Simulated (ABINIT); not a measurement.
**Geometry relaxation of Pb (part 3 of 3)**

The same run, continued: Pb (2 atoms in the cell); Kohn-Sham DFT of a periodic cell, PBE, JTH PAW PBE v2.0, no spin polarisation (ABINIT 10.8.3); cutoff 598.65 eV, 5×5×5 k-mesh, fermi-dirac of 0.05 eV. The structure derives from a Materials Project entry.

Geometry of the input (Å; fractional positions):
```
0.0000  3.4390  3.4390
3.4390  0.0000  3.4390
3.4390  3.4390  0.0000
Pb 0.2500  0.2500  0.2500
Pb 0.0000  0.0000  0.0000
```

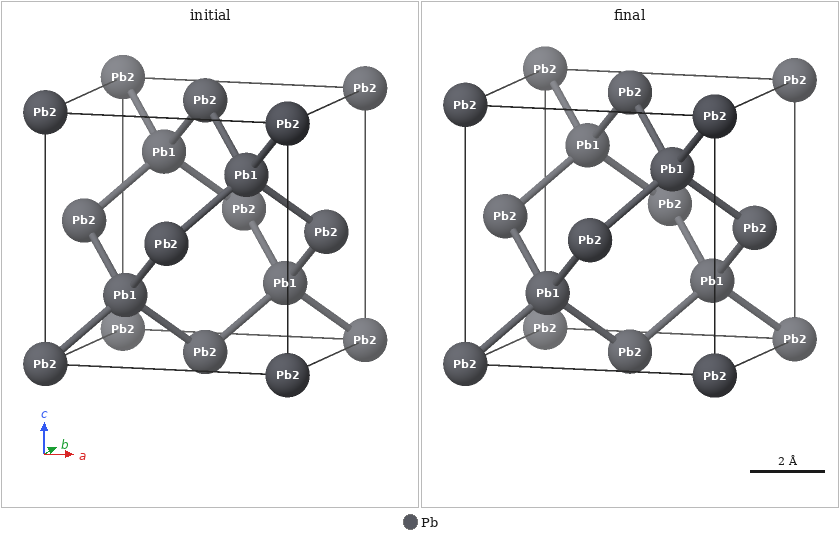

*Before (left) and after (right) the relaxation, at one scale (ball-and-stick view of the cell 4 times as large as that of the calculation, set on its symmetry axes, seen slightly off an axis).*

The energy falls by 29.3 meV per atom in 4 geometry steps. All forces vanish by symmetry, so only the cell relaxes. The atoms keep their places relative to the cell (all moves are under 0.005 Å). Cell: a = b = c 6.878 → 7.083 Å (+3.0 %). Volume +9.2 %. Among the contacts that change: Pb1–Pb2 2.978 → 3.067 Å. The space group stays Fd-3m (No. 227). (Atoms are counted from 1 in the order of the input.)

### Key numbers

```json
{"quantity": "outcome", "value": "converged"}
{"quantity": "space group (tolerance 0.01 Å)", "value": "Fd-3m (227)"}
{"quantity": "electrons treated", "value": "28"}
{"quantity": "free energy", "value": "−3330.3316 eV"}
{"quantity": "Fermi energy", "value": "3.462 eV"}
{"quantity": "gap on the k-point mesh", "value": "none (metallic)"}
{"quantity": "pressure", "value": "0.00 GPa"}
{"quantity": "final volume", "value": "88.82 Å³"}
{"quantity": "largest force (length of the vector) at the end", "value": "under 0.001 eV/Å"}
{"quantity": "final cell", "value": "a = 5.008 Å, b = 5.008 Å, c = 5.008 Å, α = 60.00°, β = 60.00°, γ = 60.00°"}
{"quantity": "wall time", "value": "1.9 min"}
{"quantity": "peak memory", "value": "0.17 GiB"}
```

### Notes

Spin–orbit coupling is left out, which matters for Pb.
